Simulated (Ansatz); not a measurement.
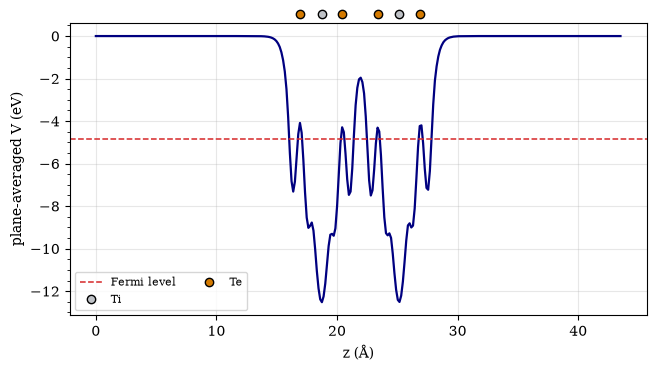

*TiTe2. Plane average of the electrostatic potential energy of an electron across the slab. Circles mark the heights of the atoms.*

A structure generated by program, which may or may not match a known phase; computed without spin polarisation.

The calculation used DFT PBE+D3(BJ), scalar-relativistic, plane waves, PAW in Ansatz.

```xyz
6
Lattice="3.6851 0.0000 0.0000 -1.8425 3.1914 0.0000 0.0000 0.0000 43.6411" Properties=species:S:1:pos:R:3 pbc="T T T"
Ti    0.0000    0.0000    8.7797
Ti    0.0000    0.0000   15.2203
Te    1.8425    1.0638   10.5136
Te    0.0000    2.1276    7.0131
Te    0.0000    2.1276   13.4864
Te    1.8425    1.0638   16.9868
```

Question: What is the work function?

Answer: The potential is flat in the vacuum, 4.82 eV above the Fermi level; this is the work function, the same on both faces.

Question: What are the slab's thickness and the vacuum gap?

Answer: The outermost nuclei are 10.0 Å apart, in 6 atomic planes; the vacuum between periodic images is 33.7 Å wide.
